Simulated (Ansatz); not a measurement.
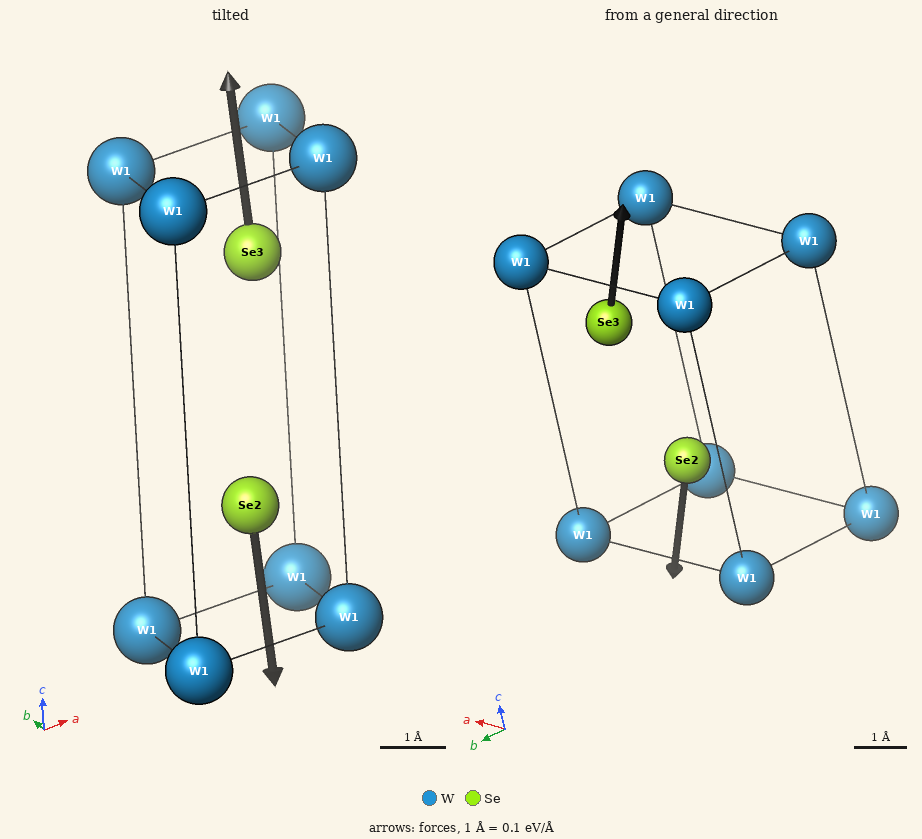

Crystal structure, spheres-only style, seen slightly off an axis and from a general direction. One cell (the run's own, in a reduced setting) is framed, with atoms on its boundary repeated. The arrows are the computed forces on the atoms.

System: WSe$_{2}$. Setup: DFT, HSE06, plane waves, PAW (Ansatz); a kinetic-energy cutoff of 420 eV, k-points about 0.37 Å⁻¹ apart, no spin polarisation.

Are the forces small enough to call this converged?

No. The atoms still feel forces of up to about 0.25 eV/Å, far above a usual threshold of 0.01 to 0.03 eV/Å.

Where is the maximum force, and how large is it?

Se2 and Se3, about 0.25 eV/Å.

It derives from a structure type filled with these elements by a generator (whether the compound takes this form wasn't checked). The cell was then strained or its atoms displaced on purpose. An electronic-structure calculation with Ansatz was run on it.
